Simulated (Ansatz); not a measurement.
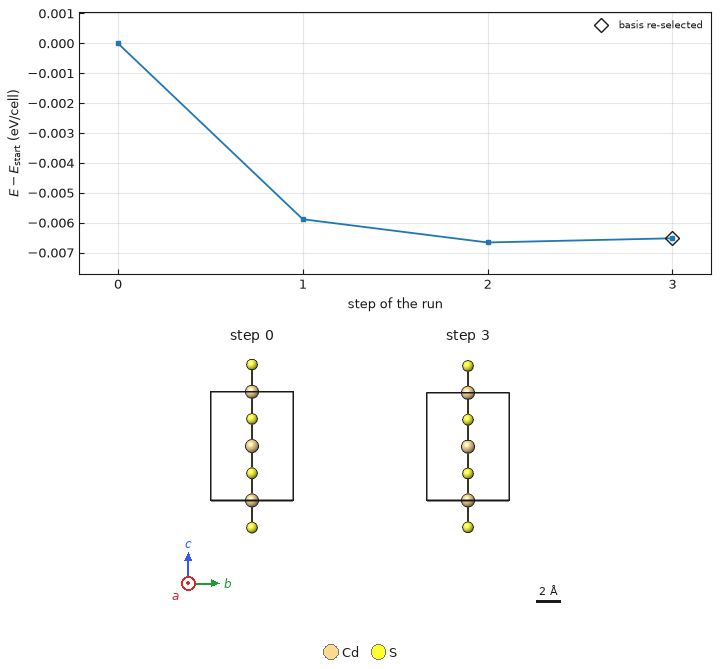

First and last geometry of a relaxation of a wire of composition CdS, with the history of the run. A ball-and-stick model of the 2 repeat of the cell, with the vacuum cut short, seen along the a axis.

Case: linear chain of atoms.

All numbers below come from Ansatz 0.2.0, DFT PBE, scalar-relativistic, plane waves, PAW. Settings: plane-wave cutoff 420 eV; k-point mesh 1 × 1 × 14; occupations gaussian; smearing width 0.05 eV; collinear spin; cell relaxed at fixed a, b, alpha, beta, gamma; force threshold 0.01 eV/Å; at most 45 steps.

What do the curves and the structures tell?

Answer. It converged. After 2 accepted moves (3 points after the start) the energy has fallen by 6.5 meV per cell of the calculation. All forces vanish by symmetry, so only the cell relaxes. The SCF was repeated once at an unchanged geometry on a basis and grid sized afresh for the cell, which shifted the energy by 0.1 meV per cell of the calculation at most. No atom moves by more than 0.005 Å relative to the layer's centre. Along the periodic axis the drawn cell goes c 9.238 → 9.144 Å (−1.0 %). Among the contacts that change: Cd–S 2.310 → 2.286 Å. The program noted that the starting moments weren't kept.
